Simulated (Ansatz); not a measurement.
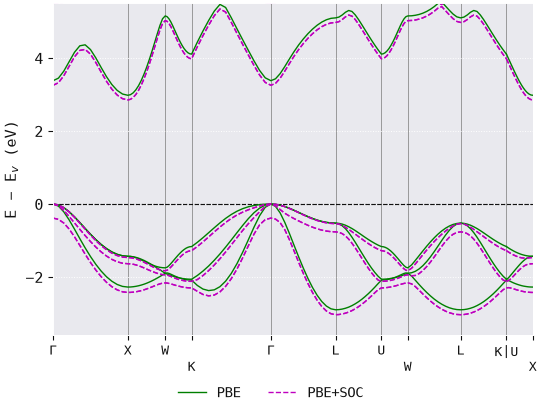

Band structures of antifluorite-type Li2Se, space group Fm-3m, 3 atoms in the primitive cell (cubic a = 6.005 Å), by two methods on the same cell. Each is counted from its own valence-band top.

How do the methods compare?

PBE gives a gap of 2.98 eV along the path and PBE+SOC gives a gap of 2.85 eV along the path.

Settings. PBE: Ansatz PAW, no spin polarisation, no spin-orbit coupling, 8×8×8 k mesh, 420 eV cutoff, Fermi-Dirac smearing of 0.05 eV (Ansatz 0.2.0). PBE+SOC: Ansatz PAW, spin-orbit coupling, no magnetisation, 8×8×8 k mesh, 420 eV cutoff, Fermi-Dirac smearing of 0.05 eV (Ansatz).

Bands are joined in order of energy. LDA, GGA and most meta-GGA functionals understate gaps.
